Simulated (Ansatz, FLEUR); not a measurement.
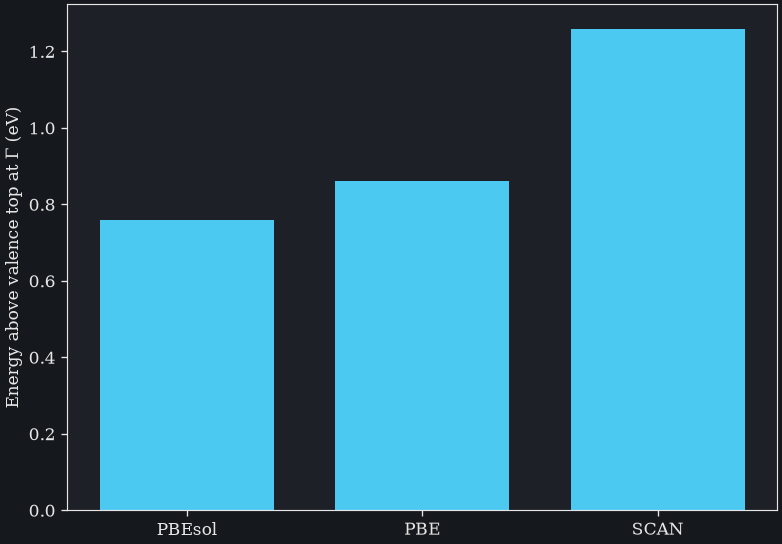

Lowest conduction level at Γ, counted from the valence-band top at Γ, by several methods on one cell of wurtzite ZnO, space group P6_3mc (No. 186), 4 atoms in the cell, volume scaled by a factor 0.96; a = 3.205 Å, c = 5.135 Å (hexagonal axes). All runs are without spin-orbit coupling and carry no moments. The cell is at 8 GPa in PBE.

> How do the methods rank at Γ?

From low to high: PBEsol 0.76, PBE 0.86, SCAN 1.26 eV.

```csv
method,program,Γ (eV)
PBEsol,Ansatz,0.76
PBE,Ansatz,0.86
SCAN,FLEUR,1.26
```

Settings. PBEsol: PBEsol with D3(BJ) dispersion, Ansatz PAW, 9×9×5 k mesh, 420 eV cutoff, Fermi-Dirac smearing of 0.05 eV (Ansatz). PBE: PBE with D3(BJ) dispersion, Ansatz PAW, 9×9×5 k mesh, 420 eV cutoff, Fermi-Dirac smearing of 0.05 eV (Ansatz). SCAN: all-electron, 9×9×5 k mesh, Fermi-Dirac smearing of 0.05 eV (FLEUR MaX-R8.1 (later development tree)).

These are three of the 11 methods that were run on this cell. The runs come from different programs, which adds differences of its own. LDA, GGA and most meta-GGA functionals understate gaps. PBEsol: the PAW data sets were made with another functional. SCAN: the meta-GGA is that of a development version, with a GGA for the radial functions and cores and without core tails.
